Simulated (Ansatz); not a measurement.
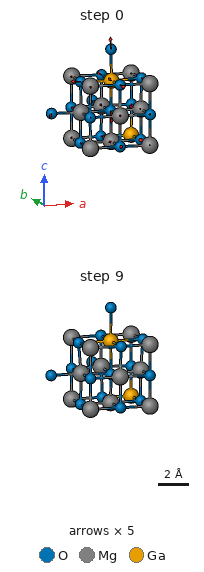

The structure of a defect cell of composition O32Mg30Ga2 before (top) and after (bottom) a relaxation, at one scale. The red arrows give the displacements, 5 times their true length.

A ball-and-stick model of the atoms within 4.2 Å of the atom that moves most (axes of the cell of the calculation (origin shifted)), seen slightly off an axis.

Theory: DFT, PBEsol, PAW, plane waves (Ansatz 0.2.0). Settings: plane-wave cutoff 420 eV; k-point mesh 1 × 1 × 1; mesh shifted by (0.25, 0.25, 0.25); no spin polarisation; atoms relaxed in a fixed cell; force threshold 0.03 eV/Å; at most 80 steps.

### Summarise the run.

The energy falls by 1.062 eV per cell of the calculation in 9 geometry steps. Largest force component: 0.88 eV/Å at the start, 0.014 eV/Å at the end. An O atom moves most: 0.19 Å roughly along −c. By element the largest moves are O 0.19 Å, Ga 0.07 Å, Mg 0.06 Å. The cell stays as it was. Among the contacts that change: Ga–O 2.046 → 2.279 Å, Mg–O 2.125 → 1.934 Å, Mg–O 2.106 → 1.935 Å, Ga–O 2.121 → 2.287 Å. Bond angles that change, for instance: O–Mg–O 90.3° → 99.8°, O–Mg–O 90.2° → 99.5°, O–Mg–O 90.9° → 99.8°. The run took 11 s on 1 × NVIDIA GB300 Max-Q with 8 threads of Arm Neoverse-V2, peak memory 1.8 GiB.

Limits of the set-up: the periodic images lie only 8.4 Å apart, so the values are limited by the cell's size.
